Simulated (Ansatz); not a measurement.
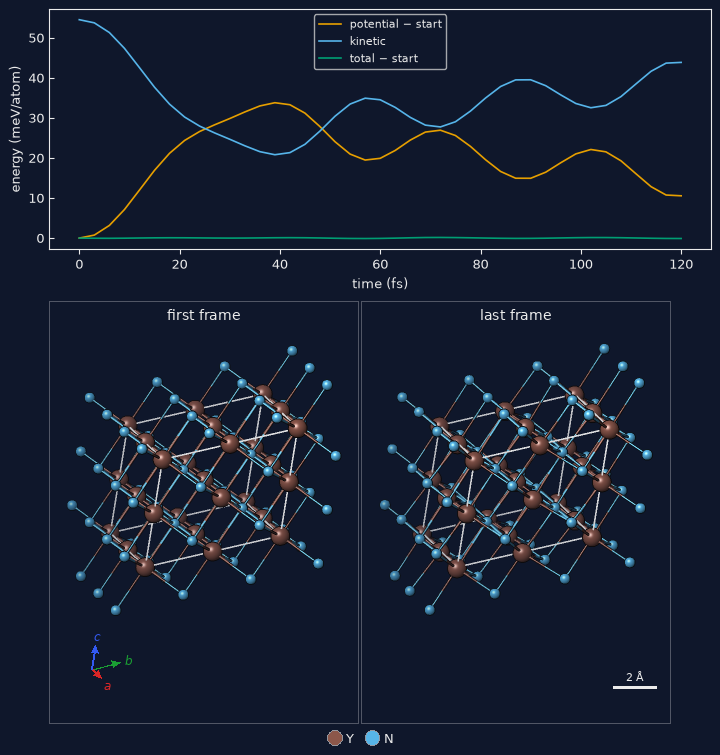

Molecular dynamics of a 16-atom cell of YN (built on the rocksalt type), 120 fs long. Style: ball-and-stick. Shown: the reduced simulation cell, slightly off an axis. Bonds to atoms that aren't drawn are left out. Lengths and directions refer to the drawn axes.

Theory: DFT, PBEsol, plane waves, PAW (Ansatz 0.2.0). Settings: plane-wave cutoff 420 eV; k-point mesh 2 × 2 × 2; Fermi-Dirac smearing 0.039 eV; constant energy (NVE); velocities drawn for 450 K; time step 3 fs.

Input file:
```yaml
crystal:
  lattice:
    - [0.0, 4.8960962849, 4.8960962849]
    - [4.8960962849, 0.0, 4.8960962849]
    - [4.8960962849, 4.8960962849, 0.0]
  atoms:
    - { symbol: "Y", position: [0.0, 0.0, 0.0] }
    - { symbol: "N", position: [0.25, 0.25, 0.25] }
    - { symbol: "Y", position: [0.0, 0.0, 0.5] }
    - { symbol: "N", position: [0.25, 0.25, 0.75] }
    - { symbol: "Y", position: [0.0, 0.5, 0.0] }
    - { symbol: "N", position: [0.25, 0.75, 0.25] }
    - { symbol: "Y", position: [0.0, 0.5, 0.5] }
    - { symbol: "N", position: [0.25, 0.75, 0.75] }
    - { symbol: "Y", position: [0.5, 0.0, 0.0] }
    - { symbol: "N", position: [0.75, 0.25, 0.25] }
    - { symbol: "Y", position: [0.5, 0.0, 0.5] }
    - { symbol: "N", position: [0.75, 0.25, 0.75] }
    - { symbol: "Y", position: [0.5, 0.5, 0.0] }
    - { symbol: "N", position: [0.75, 0.75, 0.25] }
    - { symbol: "Y", position: [0.5, 0.5, 0.5] }
    - { symbol: "N", position: [0.75, 0.75, 0.75] }
kpoints:
  mp_grid: { grid: [2, 2, 2] }
hamiltonian:
  xc: pbesol
scf:
  occupations: { method: fermi_dirac, width: 0.039 }
md:
  ensemble: nve
  temperature: 450
  timestep: 3.0
  n_steps: 40
  initial_velocities: maxwell_boltzmann
  seed: 2190
```

Command:
```bash
ansatz run input.yaml --threads 4 --pin off --max-ram 3686MiB --backend cpu --events-out ev --progress --plain --runs-dir out
```

Is this trajectory numerically sound?

The total energy stays between −0.11 and 0.16 meV per atom of its start. A straight-line fit has a slope that amounts to −0.0024 meV per atom over 120 fs (under 0.1 % of the mean kinetic energy), its mean offset in the second half is under 0.1 %, and the ripple about the line is 0.9 % of the kinetic energy's fluctuation. With a drift under 2 % and a ripple under 7 %, the integration is accurate. Over the second half the temperature averages 292 K (spread ±38 K). The first frame carries almost no forces, so kinetic energy first flows into potential energy: the temperature drops from 450 to 172 K within 39 fs, and without a thermostat its mean stays below the start. The potential energy in the second half lies on average 19.2 meV per atom above the first frame.

The run took 110 s on 4 threads of Arm Neoverse N1, with other jobs on the host, peak memory 0.83 GiB.
